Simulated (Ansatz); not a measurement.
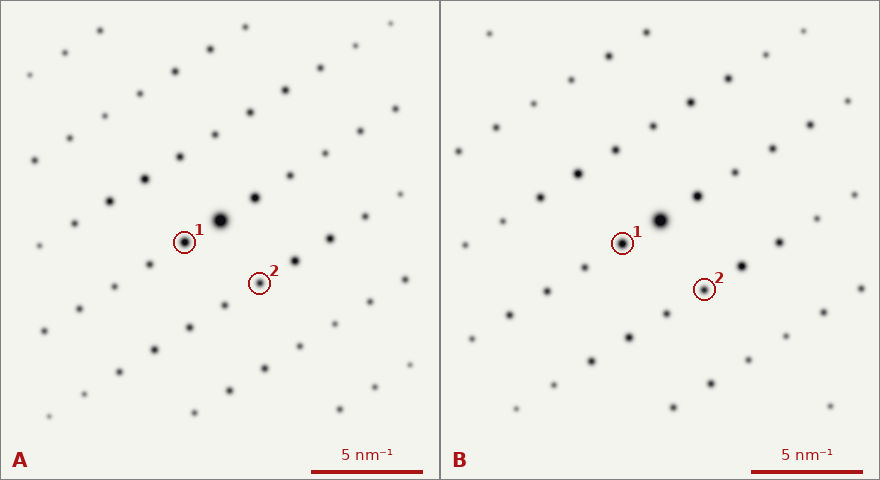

Kinematic electron diffraction patterns (300 kV, B = 0.5 Å², same scale) along [100] of the run's own cell, for the start and the end of one relaxation of PbO2 with Ansatz 0.2.0, DFT PBE, scalar-relativistic, plane waves, PAW. k mesh 12×12×8. The start is a generated model structure, and the relaxation ends in the nearest stationary point of its symmetry, not necessarily the ground state. Spot 1 is 0 0 -1 and spot 2 is 0 1 0 in both.

Start structure:

```
Pb O
1.0
     3.08023    0.00000    0.00000
    -1.54012    2.66756    0.00000
     0.00000    0.00000    4.96906
Pb O
1 2
Direct
  0.00000 0.00000 0.00000
  0.33333 0.66667 0.25200
  0.66667 0.33333 0.74800
```

Q: Which pattern belongs to the start structure, and which to the relaxed one?

A: B is the start: its cell gives d(1) = 4.969 Å, d(2) = 2.668 Å and an angle of 90.0°. A is the relaxed structure, with d(1) = 5.318 Å (+7.0 %), d(2) = 2.958 Å (+10.9 %) and 90.0°.

Q: Name reflections whose intensity changes strongly on relaxation.

A: 0 0 3 goes from 25 to 10 % of the strongest spot; 0 1 -4 goes from 6.5 to 15 % of the strongest spot; 0 1 3 goes from 7.6 to 15 % of the strongest spot.

Q: Summarise the relaxation behind the change.

A: The volume changed by +31.6 % to 17.91 Å³ an atom; with the mean shift removed, the atoms moved by up to 0.28 Å relative to the cell (O most); the space group stayed P-3m1 (No. 164); the free energy fell by 320 meV an atom. Relaxed cell: a = 3.416 Å, b = 3.416 Å, c = 5.318 Å, α = 90.00°, β = 90.00°, γ = 120.00°.
